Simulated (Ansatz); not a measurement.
A periodic structure is given below.

```cif
data_structure
_symmetry_space_group_name_H-M 'P 1'
_symmetry_Int_Tables_number 1
_cell_length_a 5.5069
_cell_length_b 5.5069
_cell_length_c 3.1814
_cell_angle_alpha 90.000
_cell_angle_beta 90.000
_cell_angle_gamma 90.000
_cell_volume 96.48
loop_
_atom_site_label
_atom_site_type_symbol
_atom_site_fract_x
_atom_site_fract_y
_atom_site_fract_z
_atom_site_occupancy
Ga1 Ga 0.00000 0.50000 0.25000 1
Sb1 Sb 0.00000 0.00000 0.00000 1
Ga2 Ga 0.50000 0.00000 0.75000 1
Sb2 Sb 0.50000 0.50000 0.50000 1
```

Q: Before looking at a picture, describe the arrangement of atoms.

A: The material is GaSb. The structure has I-4m2 (No. 119) symmetry and a body-centred tetragonal lattice. The cell has 4 atoms, namely 2 Ga, 2 Sb. Counting contacts within bonding distance, the coordination numbers are Ga 4 and Sb 6.

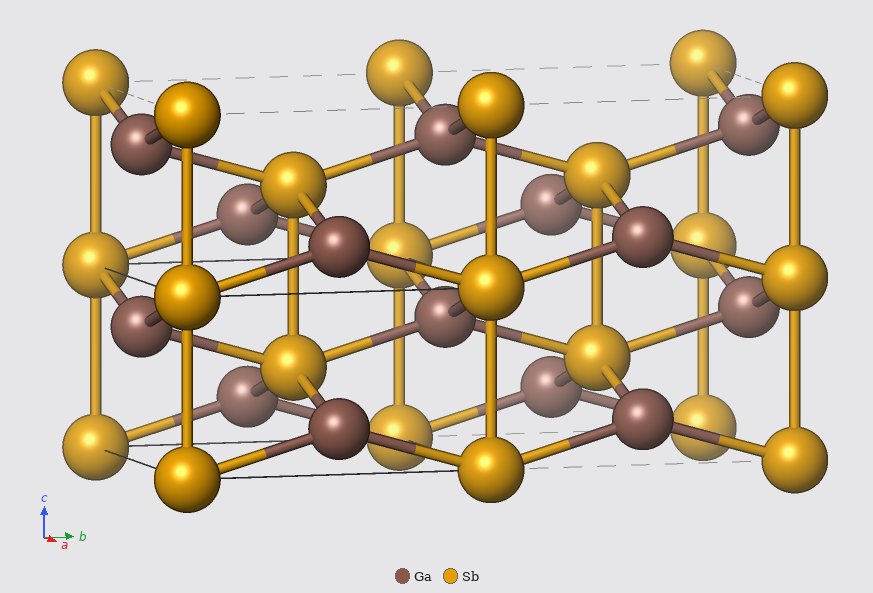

Drawn in the ball-and-stick manner and seen slightly off an axis. The picture spans 1×2×2 cells, one conventional unit cell being drawn with solid lines. Colours: gallium brown, antimony orange.

The model was built from a structure listed in the Materials Project. Earlier steps of the study may have refined or changed the cell and positions. It was set up as input for a calculation with Ansatz.
